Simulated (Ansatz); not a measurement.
System: La, space group Fm-3m (No. 225) (one of a set of cubic test structures, which need not be the stable phase).

Input of one of the runs behind the figure:
```
crystal:
  lattice:
    - [0.0, 2.643721888575, 2.643721888575]
    - [2.643721888575, 0.0, 2.643721888575]
    - [2.643721888575, 2.643721888575, 0.0]
  atoms:
    - { symbol: La, position: [0, 0, 0] }
kpoints:
  mp_grid: { grid: [36, 36, 36] }
hamiltonian:
  xc: pbe
  pseudopotentials: { kind: paw }
scf:
  occupations: { method: fermi_dirac, width: 0.061225619053 }
output:
  forces: true
  stress: true
```

Command:
```bash
ansatz run input.yaml --threads 2
```

Calculation (Ansatz 0.2.0 development build): equation of state of a cubic crystal from periodic Kohn-Sham density functional theory without spin, third-order Birch-Murnaghan fit to the free energies; pressure corrected for the finite basis. Level: PBE.

- structure type: fcc
- atoms in cell: 1
- space group number: 225
- lattice centring: face-centred primitive
- k mesh: 36×36×36
- occupation method: Fermi–Dirac
- occupation width: 0.06123 eV
- wave cutoff: 420 eV
- datasets: soft-1 PAW
- density tolerance: 1e−07 eV
- bands: 10
- density cutoff ratio: 4
- search for lower states: default

Describe the result: the energy above the lowest point and pressure against volume. The volume takes the values 34.74, 35.48, 36.22, 36.96, 37.69, 38.43, 39.17 Å³/atom.

A third-order Birch–Murnaghan fit gives V0 = 36.90 Å³/atom, B0 = 24.5 GPa. The energy above the lowest point is 10.4 meV/atom at volume 34.74 Å³/atom and 10.0 meV/atom at 39.17 Å³/atom; the lowest computed point is at volume 36.96 Å³/atom (0.0 meV/atom). The pressure falls from 1.600 GPa at volume 34.74 Å³/atom to −1.359 GPa at 39.17 Å³/atom, and changes sign near 36.90 Å³/atom.

| volume (Å³/atom) | energy above the lowest point (meV/atom) | pressure (GPa) |
| --- | --- | --- |
| 34.74 | 10.4 | 1.600 |
| 35.48 | 4.4 | 1.012 |
| 36.22 | 1.0 | 0.470 |
| 36.96 | 0.0 | −0.040 |
| 37.69 | 1.3 | −0.510 |
| 38.43 | 4.7 | −0.950 |
| 39.17 | 10.0 | −1.359 |

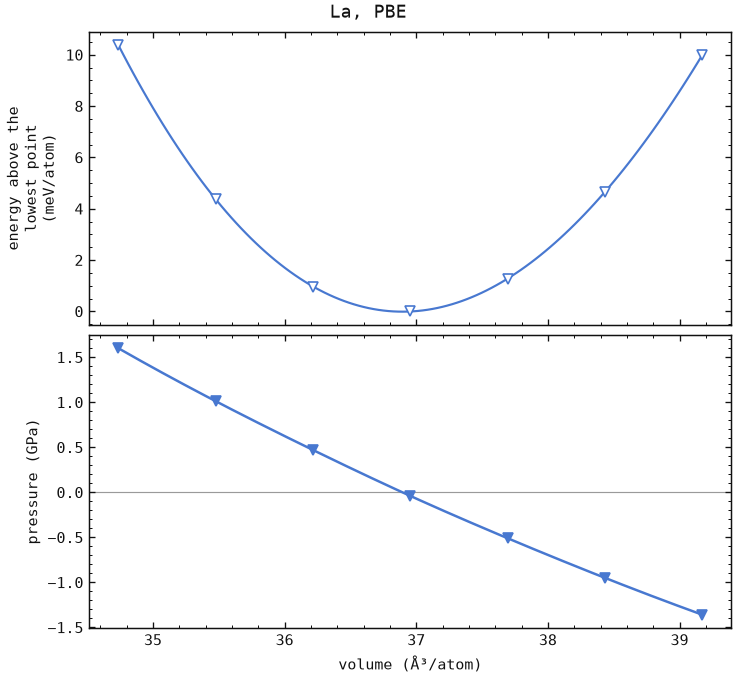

Limits of the calculation: cubic model structure, not the ambient form.
